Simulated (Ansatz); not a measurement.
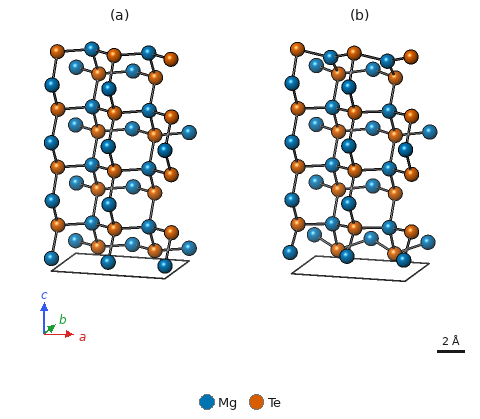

The structure of a slab of composition Mg8Te8 before (left) and after (right) a relaxation, at one scale.

Style: ball-and-stick. Shown: the 2 × 1 repeat of the cell, outlined in the plane, without the vacuum (origin shifted), slightly off an axis.

Method: Ansatz 0.2.0, DFT, PBEsol, PAW, plane waves. Set-up: plane-wave cutoff 420 eV; k-point mesh 6 × 4 × 1; no spin polarisation; atoms relaxed in a fixed cell; force threshold 0.03 eV/Å; at most 80 steps.

Describe what moved and what it gained.

Answer. The energy falls by 0.724 eV per cell of the calculation in 4 geometry steps. Largest force component: 0.6 eV/Å at the start, 0.028 eV/Å at the end. The atom that moves furthest relative to the layer's centre is a Mg atom (0.69 Å at 36° to the normal (−c side)). By element the largest moves are Mg 0.69 Å, Te 0.23 Å. The cell stays as it was. Some distances before and after: Mg–Te 2.814 → 2.745 Å, Mg–Te 2.792 → 2.725 Å, Mg–Te 2.733 → 2.799 Å, Mg–Te 2.846 → 2.796 Å. Bond angles that change, for instance: Mg–Te–Mg 109.5° → 90.2°, Mg–Te–Mg 108.2° → 90.2°, Mg–Te–Mg 108.6° → 94.4°. The run took 5.1 s on 1 × NVIDIA GB200 with 8 threads of Arm Neoverse-V2, peak memory 2 GiB.
